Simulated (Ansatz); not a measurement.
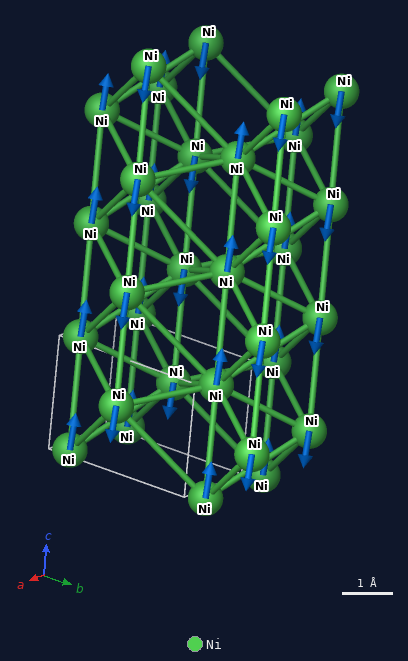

This is a relaxation of a crystal of Ni (built on the Bi_12 type) (coarse preliminary run). The starting structure is drawn; blue arrows show the displacements (the part carried along by the change of the cell is left out), magnified 3 times.

The picture is a ball-and-stick view of the cell of the calculation, repeated 2 × 2 × 4 with one cell outlined, seen slightly off an axis.

Case: Bi type (C2/m, No. 12).

All numbers below come from DFT PBE, scalar-relativistic, plane waves, PAW (Ansatz 0.2.0). Set-up: plane-wave cutoff 420 eV; k-point mesh 6 × 6 × 8; occupations gaussian; smearing width 0.1 eV; collinear spin; cell and atoms relaxed; force threshold 0.04 eV/Å; at most 70 steps.

**Describe the change and its energy.**

The energy falls by 427 meV per atom in 12 accepted moves (14 points after the start). The largest force component goes from 0.6 to under 0.0001 eV/Å. Pressure: 21.84 GPa at the start and 0.00 GPa at the end. The SCF was repeated twice at an unchanged geometry on a basis and grid sized afresh for the cell, which shifted the energy by 34.2 meV per atom at most. The largest moves relative to the cell, 0.26 Å, are those of Ni atoms. The drawn cell changes as follows: a = b 3.159 → 2.954 Å (−6.5 %), c 2.305 → 2.525 Å (+9.6 %), α 104.9° → 90.0°, β 104.9° → 90.0°, γ 85.0° → 90.0°; the volume changes by +2.6 %. Among the contacts that change: Ni–Ni 3.282 → 2.441 Å, Ni–Ni 2.681 → 2.441 Å, Ni–Ni 2.203 → 2.440 Å, Ni–Ni 2.305 → 2.525 Å. New bonds form: Ni–Ni (3.28 → 2.44 Å). The space group (tolerance 0.01 Å) goes from C2/m (No. 12) to I4/mmm (No. 139).
